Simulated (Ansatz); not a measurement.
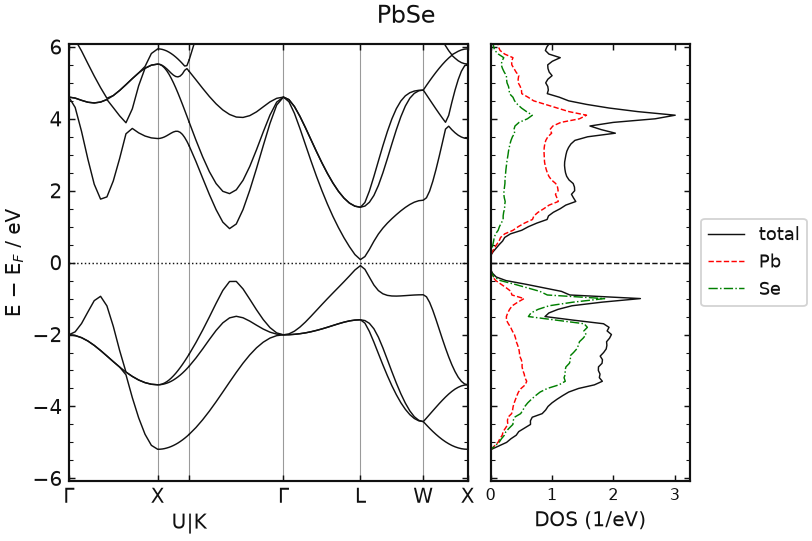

Write a caption that states what the plot shows.

Band structure and density of states of PbSe, space group Fm-3m (No. 225), 2 atoms in the cell, rocksalt type. Ansatz; DFT PBEsol, scalar-relativistic, plane waves, PAW, no spin polarisation, 10×10×10 k mesh, Gaussian smearing of 0.05 eV. Energies are counted from the Fermi level. The partial curves are projected on Löwdin-orthogonalised atomic shells.

The material is gapped. The gap along this path is 0.17 eV and direct: both edges lie at L. The top valence level at L is a single band, not degenerate (spin aside). The top valence band spans 3.3 eV and the lowest conduction band 4.5 eV. The direct gaps are 6.85 eV at X, 2.63 eV at W and 0.17 eV at L.

Spin-orbit coupling is left out, which matters for Pb.
